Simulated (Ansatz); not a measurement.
```
Si Ni
1.0
     4.02433    0.00000    0.00000
    -2.01216    3.48517    0.00000
     0.00000    0.00000    4.81967
Si Ni
2 4
Direct
  0.33333 0.66667 0.75000
  0.66667 0.33333 0.25000
  0.00000 0.00000 0.00000
  0.00000 0.00000 0.50000
  0.33333 0.66667 0.25000
  0.66667 0.33333 0.75000
```

Space group P6₃/mmc; changed on purpose from its base cell (biaxial strain in the a-b plane, c and atoms relaxed: +4.0 %); computed pressure about −12 GPa in this cell; computed without spin polarisation.

The calculation used DFT r2SCAN, scalar-relativistic, plane waves, PAW (Ansatz 0.2.0).

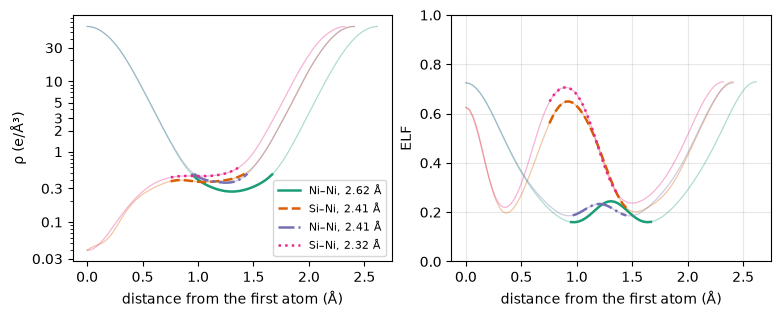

SiNi₂. Valence pseudo-density and electron localisation function along straight lines between neighbouring atoms. Thin, pale parts lie inside the atomic spheres.

Core electrons are frozen (PAW), and the valence fields are smoothed inside the atomic spheres.

Question: Compare the contacts.

Answer: Ni–Ni (2.62 Å): the density is about 0.27 e/Å³ at the midpoint; the ELF is about 0.25 at the midpoint (no shared electron pair shows on this line).
Si–Ni (2.41 Å): the density is about 0.39 e/Å³ at the midpoint; the ELF peaks at about 0.65 in the valence shell of Si, 0.9 Å from its nucleus, and is about 0.45 at the midpoint.
Ni–Ni (2.41 Å): the density is about 0.37 e/Å³ at the midpoint; the ELF is about 0.25 at the midpoint; no shared electron pair shows on this line.
Si–Ni (2.32 Å): ρ at the midpoint is about 0.46 e/Å³; the ELF peaks at about 0.70 between the atoms.
